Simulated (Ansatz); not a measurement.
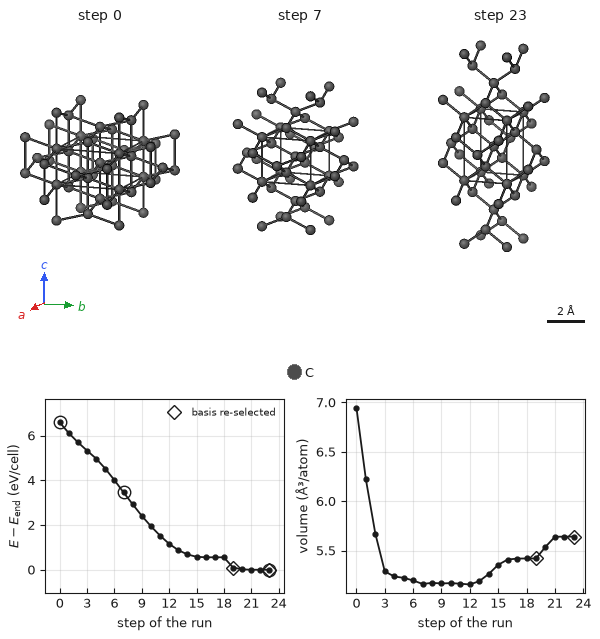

Frames of a relaxation of crystalline C (a generated structure, set up in I4_1/amd), marked on the history of the run. A ball-and-stick model of the conventional cell (2 times the calculation's cell), seen slightly off an axis. Lengths and directions refer to the drawn axes.

Phase: beta-Sn type.

Level of theory: DFT, r2SCAN, plane waves (500 eV) with PAW, scalar-relativistic in Ansatz.

Input file:
```yaml
crystal:
  lattice:
    - [-1.8529167617, 1.8529167617, 1.0116925519]
    - [1.8529167617, -1.8529167617, 1.0116925519]
    - [1.8529167617, 1.8529167617, -1.0116925519]
  atoms:
    - { symbol: C, position: [0.0, 0.0, 0.0] }
    - { symbol: C, position: [0.75, 0.25, 0.5] }
hamiltonian:
  xc: r2scan
  pseudopotentials:
    kind: paw
    azcp:
      C: "pseudopotentials/C.paw.azcp"
basis:
  ecutwfc: 500
  fft_grid_basis: typed
kpoints:
  mp_grid: { grid: [17, 17, 12], shift: [0, 0, 0] }
magnetization:
  spin_polarized: false
scf:
  occupations: { method: fermi_dirac, width: 0.1 }
relax:
  max_steps: 60
  f_tol: 0.01
  cell: {}
```

Run as
```bash
ansatz run input.yaml --threads 1 --pin off --max-ram 3584MiB --backend cpu --events-out ev --progress --plain --runs-dir out
```

> Describe the path.

The atoms keep their places relative to the cell (all moves are under 0.005 Å). Cell: a = b 3.706 → 2.518 Å (−32.1 %), c 2.023 → 3.560 Å (+76.0 %). Volume −18.8 %. Near-neighbour distances that change, for instance: C1–C1 2.023 → 3.560 Å, C1–C2 1.921 → 1.542 Å. Among the angles between lasting bonds that change: C2–C1–C2 149.5° → 109.5°, C2–C1–C2 94.0° → 109.5°. The space group (tolerance 0.01 Å) goes from I4_1/amd (No. 141) to Fd-3m (No. 227). After 21 accepted moves (23 points after the start) the energy has fallen by 6.587 eV per cell of the calculation. Largest force component: 0.0095 eV/Å at the start, 0.00016 eV/Å at the end. Pressure: −46.96 GPa at the start and −0.01 GPa at the end. At 2 points the geometry stayed and the basis and grid were re-selected for the new cell (energy shift of 0.456 eV per cell of the calculation at most each time). From step 0 to 7: volume −25.7 %, energy −3.128 eV per cell of the calculation. From step 7 to 23: volume +9.3 %, energy −3.458 eV per cell of the calculation.

| step | E − E(0), meV/atom | largest force component, eV/Å | pressure, GPa | volume, Å³/atom | note |
| --- | --- | --- | --- | --- | --- |
| 0 | 0.00 | 0.0095 | -46.96 | 6.947 |  |
| 1 | -239.13 | 0.0282 | -34.02 | 6.221 |  |
| 2 | -445.08 | 0.0308 | -11.75 | 5.671 |  |
| 3 | -630.54 | 0.0363 | 19.61 | 5.289 |  |
| 4 | -809.77 | 0.0095 | 28.53 | 5.238 |  |
| 5 | -1033.82 | 0.0086 | 33.47 | 5.224 |  |
| 6 | -1290.58 | 0.0327 | 38.96 | 5.197 |  |
| 7 | -1564.10 | 0.0658 | 44.08 | 5.162 |  |
| 8 | -1829.24 | 0.0885 | 43.08 | 5.173 |  |
| 9 | -2087.89 | 0.0867 | 43.24 | 5.167 |  |
| 10 | -2320.01 | 0.1084 | 41.71 | 5.170 |  |
| 11 | -2529.71 | 0.1982 | 40.64 | 5.164 |  |
| 12 | -2713.75 | 0.1730 | 39.20 | 5.157 |  |
| 13 | -2854.53 | 0.1350 | 32.48 | 5.190 |  |
| 14 | -2950.72 | 0.0853 | 21.41 | 5.263 |  |
| 15 | -3003.28 | 0.0329 | 8.62 | 5.356 |  |
| 16 | -3014.66 | 0.0038 | 1.04 | 5.409 |  |
| 17 | -3014.69 | 0.0001 | 0.13 | 5.419 |  |
| 18 | -3014.69 | 0.0001 | 0.01 | 5.420 |  |
| 19 | -3242.93 | 0.0002 | 19.46 | 5.420 | same geometry, new basis |
| 20 | -3283.76 | 0.0003 | 8.69 | 5.537 |  |
| 21 | -3293.21 | 0.0001 | 0.12 | 5.640 |  |
| 22 | -3293.22 | 0.0002 | -0.01 | 5.641 |  |
| 23 | -3293.34 | 0.0002 | -0.01 | 5.641 | same geometry, new basis |
